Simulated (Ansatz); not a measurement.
# Rh(110) / 3 layers Pt(110) / Rh(110): resistance against film thickness, part 2 of 3

How does the resistance across the layers grow with the film in Rh(110) / 3 layers Pt(110) / Rh(110)?

Ansatz 0.2.0; Ansatz plane-wave DFT, PBEsol, PAW files; ballistic transport by layer matching (Landauer), zero bias; PAW set soft_1 (the session's first sound run).

So far. Step 2 (With 3 layers): The lead's potential steps by 5.6 meV from period to period, small in itself. The program estimates the junction's conductance to 2.9 % from the k-mesh, 0.1 % from the leads' distance from neutral and 1.7 % from their steps. Step 3 (With 5 layers, k-mesh 14×10×1, film layers 5): The conductance of the junction is 1.4e15 S/m², 9.5 % under the 1.6e15 S/m² of the last finished run.

## 4. With 6 layers, k-mesh 14×10×1, film layers 6

The stack now holds 6 film layers; the k-mesh follows the cell, and the energies span -0.27 to 0.27 eV.

System of this step: Rh(110) / 6 layers Pt(110) / Rh(110). The cell holds 18 atoms: 12 Rh and 6 Pt. Cell: a = 2.689 Å, b = 3.803 Å, c = 24.982 Å, α = 90.0°, β = 90.0°, γ = 90.0°. It derives from Rh and Pt. Regions: lead, 12 atoms (12 Rh); films, 6 atoms (6 Pt). The structure is stacked along c, and the current runs across the ab planes.

input.yaml reads:

```yaml
crystal:
  lattice:
    - [2.6891977995, 0.0, 0.0]
    - [0.0, 3.8031, 0.0]
    - [0.0, 0.0, 24.9820048063]
  atoms:
    - { symbol: Rh, position: [0.0, 0.0, 0.026911349] }
    - { symbol: Rh, position: [0.5, 0.5, 0.080734047] }
    - { symbol: Rh, position: [0.0, 0.0, 0.134556745] }
    - { symbol: Rh, position: [0.5, 0.5, 0.1883794429] }
    - { symbol: Rh, position: [0.0, 0.0, 0.2422021409] }
    - { symbol: Rh, position: [0.5, 0.5, 0.2960248389] }
    - { symbol: Pt, position: [0.0, 0.0, 0.3524468233] }
    - { symbol: Pt, position: [0.5, 0.5, 0.411468094] }
    - { symbol: Pt, position: [0.0, 0.0, 0.4704893647] }
    - { symbol: Pt, position: [0.5, 0.5, 0.5295106353] }
    - { symbol: Pt, position: [0.0, 0.0, 0.588531906] }
    - { symbol: Pt, position: [0.5, 0.5, 0.6475531767] }
    - { symbol: Rh, position: [0.0, 0.0, 0.7039751611] }
    - { symbol: Rh, position: [0.5, 0.5, 0.7577978591] }
    - { symbol: Rh, position: [0.0, 0.0, 0.8116205571] }
    - { symbol: Rh, position: [0.5, 0.5, 0.865443255] }
    - { symbol: Rh, position: [0.0, 0.0, 0.919265953] }
    - { symbol: Rh, position: [0.5, 0.5, 0.973088651] }
kpoints:
  mp_grid: { grid: [14, 10, 1] }
hamiltonian:
  xc: pbesol
  pseudopotentials: { kind: paw, azcp: { folder: soft_1 }, xc_functional: pbe }
scf:
  occupations: { method: fermi_dirac, width: 0.1 }
output:
  transmission:
    leads: [[0, 1]]
    kmesh: [28, 20]
    e_range: [-0.27, 0.27]
    de: 0.036
  write_potential: true
  write_density: true
  volumetric_format: npy
```

Run with:

```
$ ansatz run input.yaml --threads 4 --pin off --max-ram 8192MiB --backend cpu --events-out ev --progress --plain --runs-dir out
```

Numbers of over 12 decimals in the logs are rounded to 6 here.

Log:

```text
[...]
Crystal: 18 atoms, lattice volume = 255.498 Å³
Basis set: ecut = 420 eV, 5023 PW (Γ)
Bands: 188, of which v1, the nominal top of the filled ones, is band 156 counted from 1 (155 counted from 0)
Symmetry: 8 space group operations
[...]
k-points: 48 of 140
[...]
--- Transmission ---
  basis      : 89 plane waves across, 50 finite elements along
  points     : 165, standing for a mesh of 28 x 20
[...]
filled         : 12.6 meV under the level at which it is neutral
    channels       : 3.075000e0 a spin
[...]
slowest decay  : 0.0222 /Å at (0.3929, 0.3500)
  junction   : crystal 0 to crystal 0, -0.00 to 22.29 Å
    transmission   : 1.808555e0 a spin
[...]
resistance     : 2.9333e-4 Ω µm² beyond half of each lead's own
[key lines of the parts left out:]
SCF converged after 10 iterations
Free energy (F): -150378.182426 eV
Fermi energy:    22.603886 eV
```

Elapsed: 6.5 min, on 4 threads of Intel Xeon Platinum 8375C at 2.90GHz (Ice Lake), shared host; peak memory 2.2 GiB.

Numbers from this step:

```yaml
free_energy: -150378.1824 eV
energy_at_zero_smearing: -150377.7617 eV
fermi_energy: 22.60 eV
step_of_the_lead_s_potential: 6.9 meV
estimated_errors_of_the_lead_s_conductance: 0, 3.5, 0.5 % (band edges, k-mesh, distance from neutral)
lead_conductance_per_cell: 3.025 G₀
conductance_of_the_junction: 1.37e15 S/m²
junction_conductance_per_cell: 1.809 G₀
estimated_errors_of_the_junction_s_conductance: 0.3, 0.1, 3.5, 2.4, 0.2 % (energy step, band edges, k-mesh, leads' steps, distance from neutral)
area_resistance_that_the_stack_adds_contact_term_taken_off_spin_by_spin: 0.2933 fΩ m²
```

Per spin. Transmission, zone mean against energy, zero at the Fermi level:

| energy (eV) | transmission, zone mean |
| --- | --- |
| -0.270 | 1.84 |
| -0.234 | 1.82 |
| -0.198 | 1.81 |
| -0.162 | 1.83 |
| -0.126 | 1.83 |
| -0.090 | 1.84 |
| -0.054 | 1.82 |
| -0.018 | 1.82 |
| 0.018 | 1.81 |
| 0.054 | 1.79 |
| 0.090 | 1.78 |
| 0.126 | 1.73 |
| 0.162 | 1.71 |
| 0.198 | 1.72 |
| 0.234 | 1.65 |
| 0.270 | 1.58 |

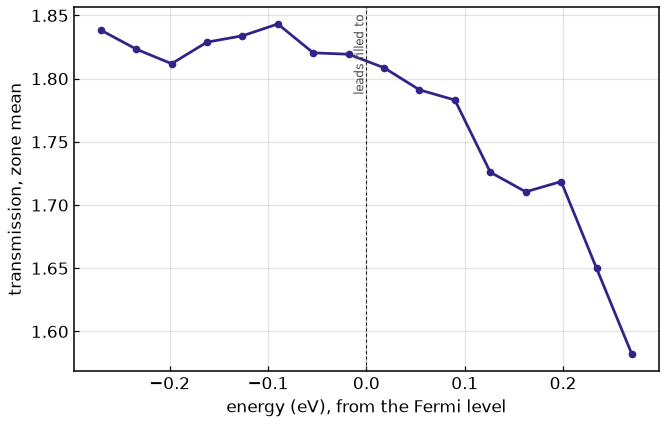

Transmission, zone mean against energy.

The conductance of the junction is 1.4e15 S/m², 2.9 % under the 1.4e15 S/m² of the last finished run, within the error estimates, leads' steps apart, of 3.2 and 3.5 %.

## 5. With 8 layers, k-mesh 14×10×1, film layers 8

The stack now holds 8 film layers; the k-mesh follows the cell, and the energies span -0.27 to 0.27 eV.

System of this step: Rh(110) / 8 layers Pt(110) / Rh(110). The cell holds 20 atoms: 12 Rh and 8 Pt. Cell: a = 2.689 Å, b = 3.803 Å, c = 27.931 Å, α = 90.0°, β = 90.0°, γ = 90.0°. It derives from Rh and Pt. Regions: lead, 12 atoms (12 Rh); films, 8 atoms (8 Pt). The structure is stacked along c, and the current runs across the ab planes.

input.yaml, the sections that differ from step 4:

```yaml
crystal:
  lattice:
    - [2.6891977995, 0.0, 0.0]
    - [0.0, 3.8031, 0.0]
    - [0.0, 0.0, 27.9309441427]
  atoms:
    - { symbol: Rh, position: [0.0, 0.0, 0.0240700582] }
    - { symbol: Rh, position: [0.5, 0.5, 0.0722101745] }
    - { symbol: Rh, position: [0.0, 0.0, 0.1203502908] }
    - { symbol: Rh, position: [0.5, 0.5, 0.1684904071] }
    - { symbol: Rh, position: [0.0, 0.0, 0.2166305234] }
    - { symbol: Rh, position: [0.5, 0.5, 0.2647706397] }
    - { symbol: Pt, position: [0.0, 0.0, 0.3152356106] }
    - { symbol: Pt, position: [0.5, 0.5, 0.3680254362] }
    - { symbol: Pt, position: [0.0, 0.0, 0.4208152617] }
    - { symbol: Pt, position: [0.5, 0.5, 0.4736050872] }
    - { symbol: Pt, position: [0.0, 0.0, 0.5263949128] }
    - { symbol: Pt, position: [0.5, 0.5, 0.5791847383] }
    - { symbol: Pt, position: [0.0, 0.0, 0.6319745638] }
    - { symbol: Pt, position: [0.5, 0.5, 0.6847643894] }
    - { symbol: Rh, position: [0.0, 0.0, 0.7352293603] }
    - { symbol: Rh, position: [0.5, 0.5, 0.7833694766] }
    - { symbol: Rh, position: [0.0, 0.0, 0.8315095929] }
    - { symbol: Rh, position: [0.5, 0.5, 0.8796497092] }
    - { symbol: Rh, position: [0.0, 0.0, 0.9277898255] }
    - { symbol: Rh, position: [0.5, 0.5, 0.9759299418] }
# kpoints, hamiltonian, scf, output: as in step 4
```

Log:

```text
[...]
Crystal: 20 atoms, lattice volume = 285.658 Å³
Basis set: ecut = 420 eV, 5601 PW (Γ)
Bands: 209, of which v1, the nominal top of the filled ones, is band 174 counted from 1 (173 counted from 0)
Symmetry: 8 space group operations
[...]
k-points: 48 of 140
[...]
--- Transmission ---
  basis      : 89 plane waves across, 57 finite elements along
  points     : 165, standing for a mesh of 28 x 20
[...]
filled         : 1.8 meV under the level at which it is neutral
    channels       : 3.089286e0 a spin
[...]
slowest decay  : 0.0120 /Å at (0.3929, 0.3500)
  junction   : crystal 0 to crystal 0, 0.00 to 25.24 Å
    transmission   : 1.757639e0 a spin
[...]
resistance     : 3.2083e-4 Ω µm² beyond half of each lead's own
[key lines of the parts left out:]
SCF converged after 10 iterations
Free energy (F): -175148.934811 eV
Fermi energy:    22.681598 eV
```

It took 7.7 min on 4 threads; peak memory 2.7 GiB.

Numbers from this step:

* free energy: -175148.9348 eV
* energy at zero smearing: -175148.4737 eV
* Fermi energy: 22.68 eV
* step of the lead's potential: 5.5 meV
* ballistic conductance of the lead: 2.30e15 S/m²
* estimated errors of the lead's conductance: 0, 3.4, 0.1 % (band edges, k-mesh, distance from neutral)
* lead conductance per cell: 3.035 G₀
* conductance of the junction: 1.32e15 S/m²
* junction conductance per cell: 1.747 G₀
* estimated errors of the junction's conductance: 0.4, 0.1, 4.2, 7.5, 0 % (energy step, band edges, k-mesh, leads' steps, distance from neutral)
* area resistance that the stack adds (contact term taken off, spin by spin): 0.3208 fΩ m²

Per spin. The transmission, zone mean by energy, zero at the Fermi level:

```
energy (eV)  transmission, zone mean
     -0.270                     1.75
     -0.234                     1.76
     -0.198                     1.77
     -0.162                     1.76
     -0.126                     1.76
     -0.090                     1.75
     -0.054                     1.72
     -0.018                     1.75
      0.018                     1.76
      0.054                     1.76
      0.090                     1.72
      0.126                     1.68
      0.162                     1.66
      0.198                     1.63
      0.234                     1.56
      0.270                     1.49
```

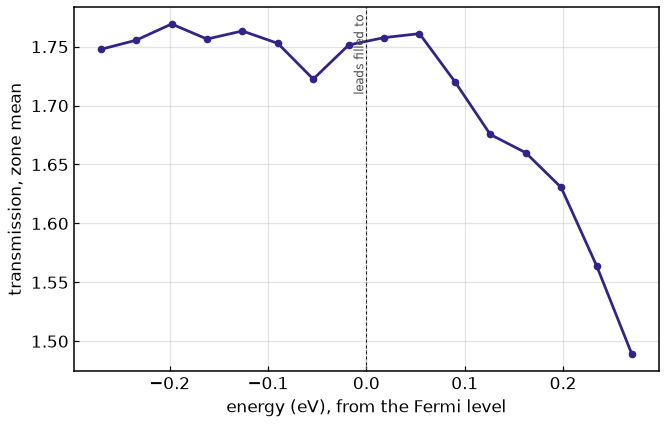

Transmission, zone mean against energy.

The conductance of the junction is 1.3e15 S/m², 3.4 % under the 1.4e15 S/m² of the last finished run, within the error estimates, leads' steps apart, of 3.5 and 4.2 %.

## 6. With 10 layers, k-mesh 14×10×1, film layers 10

The stack now holds 10 film layers; the k-mesh follows the cell, and the energies span -0.27 to 0.27 eV.

System of this step: Rh(110) / 10 layers Pt(110) / Rh(110). The cell holds 22 atoms: 12 Rh and 10 Pt. Its edges and angles: a = 2.689 Å, b = 3.803 Å, c = 30.880 Å, α = 90.0°, β = 90.0°, γ = 90.0°. It derives from Rh and Pt. Regions: lead, 12 atoms (12 Rh); films, 10 atoms (10 Pt). The structure is stacked along c, and the current runs across the ab planes.

input.yaml, the sections that differ from step 5:

```yaml
crystal:
  lattice:
    - [2.6891977995, 0.0, 0.0]
    - [0.0, 3.8031, 0.0]
    - [0.0, 0.0, 30.8798834791]
  atoms:
    - { symbol: Rh, position: [0.0, 0.0, 0.0217714374] }
    - { symbol: Rh, position: [0.5, 0.5, 0.0653143122] }
    - { symbol: Rh, position: [0.0, 0.0, 0.108857187] }
    - { symbol: Rh, position: [0.5, 0.5, 0.1524000618] }
    - { symbol: Rh, position: [0.0, 0.0, 0.1959429365] }
    - { symbol: Rh, position: [0.5, 0.5, 0.2394858113] }
    - { symbol: Pt, position: [0.0, 0.0, 0.2851315238] }
    - { symbol: Pt, position: [0.5, 0.5, 0.3328800741] }
    - { symbol: Pt, position: [0.0, 0.0, 0.3806286244] }
    - { symbol: Pt, position: [0.5, 0.5, 0.4283771746] }
    - { symbol: Pt, position: [0.0, 0.0, 0.4761257249] }
    - { symbol: Pt, position: [0.5, 0.5, 0.5238742751] }
    - { symbol: Pt, position: [0.0, 0.0, 0.5716228254] }
    - { symbol: Pt, position: [0.5, 0.5, 0.6193713756] }
    - { symbol: Pt, position: [0.0, 0.0, 0.6671199259] }
    - { symbol: Pt, position: [0.5, 0.5, 0.7148684762] }
    - { symbol: Rh, position: [0.0, 0.0, 0.7605141887] }
    - { symbol: Rh, position: [0.5, 0.5, 0.8040570635] }
    - { symbol: Rh, position: [0.0, 0.0, 0.8475999382] }
    - { symbol: Rh, position: [0.5, 0.5, 0.891142813] }
    - { symbol: Rh, position: [0.0, 0.0, 0.9346856878] }
    - { symbol: Rh, position: [0.5, 0.5, 0.9782285626] }
# kpoints, hamiltonian, scf, output: as in step 5
```

Log:

```text
[...]
Crystal: 22 atoms, lattice volume = 315.817 Å³
Basis set: ecut = 420 eV, 6215 PW (Γ)
Bands: 231, of which v1, the nominal top of the filled ones, is band 192 counted from 1 (191 counted from 0)
Symmetry: 8 space group operations
[...]
k-points: 48 of 140
[...]
--- Transmission ---
  basis      : 89 plane waves across, 63 finite elements along
  points     : 165, standing for a mesh of 28 x 20
[...]
filled         : 10.4 meV under the level at which it is neutral
    channels       : 3.075000e0 a spin
[...]
slowest decay  : 0.0209 /Å at (0.3929, 0.3500)
  junction   : crystal 0 to crystal 0, 1.34 to 29.54 Å
    transmission   : 1.715200e0 a spin
[...]
resistance     : 3.3520e-4 Ω µm² beyond half of each lead's own
[key lines of the parts left out:]
SCF converged after 10 iterations
Free energy (F): -199919.710124 eV
Fermi energy:    22.725033 eV
```

Wall time 7.3 min (4 threads); peak memory 3.2 GiB.

Numbers from this step:

```
free energy                                                                : -199919.7101 eV
energy at zero smearing                                                    : -199919.1922 eV
Fermi energy                                                               : 22.73 eV
step of the lead's potential                                               : 6.5 meV
ballistic conductance of the lead                                          : 2.29e15 S/m²
estimated errors of the lead's conductance                                 : 0, 3.5, 0.4 % (band edges, k-mesh, distance from neutral)
lead conductance per cell                                                  : 3.027 G₀
conductance of the junction                                                : 1.30e15 S/m²
junction conductance per cell                                              : 1.712 G₀
estimated errors of the junction's conductance                             : 0.4, 0.1, 3.7, 2.8, 0.1 % (energy step, band edges, k-mesh, leads' steps, distance from neutral)
area resistance that the stack adds (contact term taken off, spin by spin) : 0.3352 fΩ m²
```

Per spin. Transmission, zone mean against energy, zero at the Fermi level:

```csv
energy (eV),"transmission, zone mean"
-0.270,1.72
-0.234,1.71
-0.198,1.73
-0.162,1.73
-0.126,1.74
-0.090,1.76
-0.054,1.70
-0.018,1.70
0.018,1.72
0.054,1.71
0.090,1.70
0.126,1.63
0.162,1.60
0.198,1.59
0.234,1.55
0.270,1.47
```

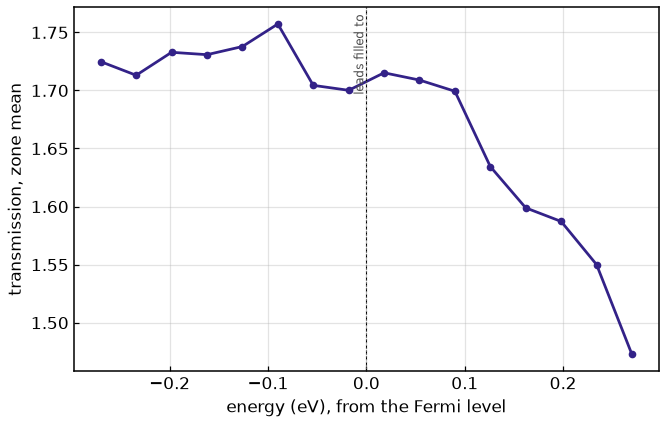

Transmission, zone mean against energy.

The conductance of the junction is 1.3e15 S/m², 2.0 % under the 1.3e15 S/m² of the last finished run, within the error estimates, leads' steps apart, of 4.2 and 3.7 %.

## 7. All levels side by side

Times are for 4 threads of Intel Xeon Platinum 8375C at 2.90GHz (Ice Lake), shared host. Results by setting:

| no. | film layers | area resistance that the stack adds (contact term taken off, spin by spin) (fΩ m²) | conductance of the junction (S/m²) | time | memory (GiB) |
| --- | --- | --- | --- | --- | --- |
| 1 | 3 | 0.2056 | 1.56e15 | 11 min | 2.6 |
| 2 | 5 | 0.2718 | 1.41e15 | 5.5 min | 2.2 |
| 3 | 6 | 0.2933 | 1.37e15 | 6.5 min | 2.2 |
| 4 | 8 | 0.3208 | 1.32e15 | 7.7 min | 2.7 |
| 5 | 10 | 0.3352 | 1.30e15 | 7.3 min | 3.2 |

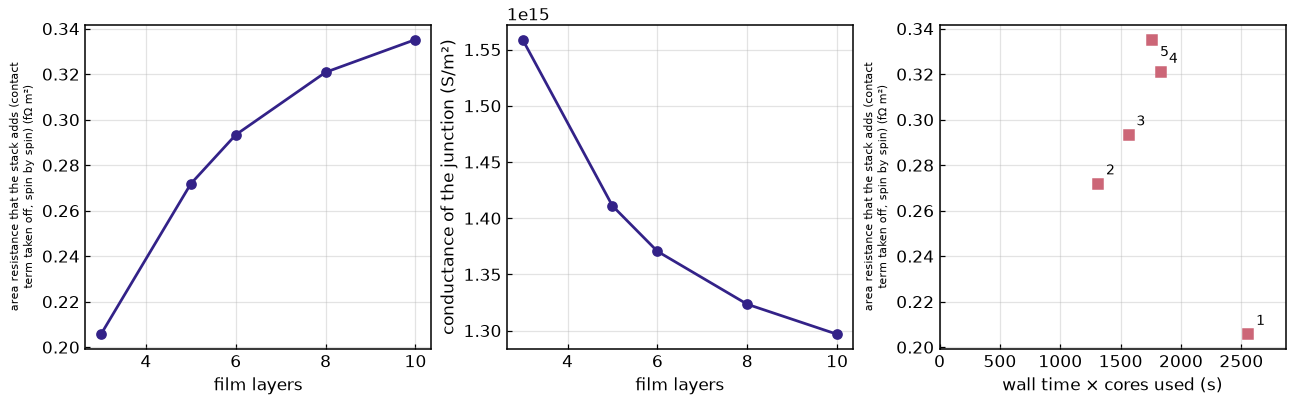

The series as plots; the last panel sets the first result against cost, with the runs numbered as in the table.

(Part 2 of 3 ends here.)

[Logs are printed without paths, hosts, clocks, repeated set-up lines and the standing remarks that a program may print on its own settings, such as how far it seeks lower states.]

[Hosts, paths, dates, database ids (printed as entryN), source tags and the programs' standing remarks are cut or masked in the printed files.]
